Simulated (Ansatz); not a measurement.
The coordinates of a crystal:

```xyz
3
Lattice="3.1263 0.0000 0.0000 -1.5632 2.7075 0.0000 0.0000 0.0000 14.8788" Properties=species:S:1:pos:R:3 pbc="T T T"
W     0.0000    1.8050    7.4394
S     1.5632    0.9025    5.8683
S     1.5632    0.9025    9.0105
```

> What does this file describe?

The solid is WS$_{2}$. The cell comprises 1 formula unit: 1 W, 2 S. W is coordinated by six S in a trigonal prismatic arrangement at 2.39 Å. The S atoms are each bonded to three W in a trigonal pyramidal arrangement at 2.39 Å. Not all metal-metal contacts are counted. The bonds build WS2 layers parallel to (001).

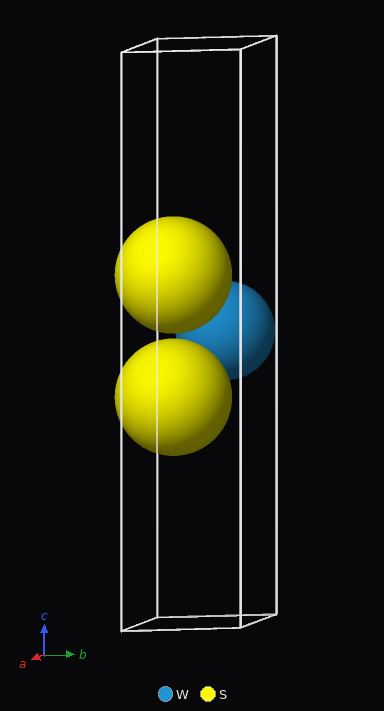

Crystal structure, space-filling style, seen slightly off an axis. The lines enclose the simulation cell; boundary atoms appear with their images.

The initial geometry was a structure listed in the Materials Project. It was relaxed at fixed volume with DFT PBEsol+D3(BJ), scalar-relativistic, plane waves, PAW in Ansatz.
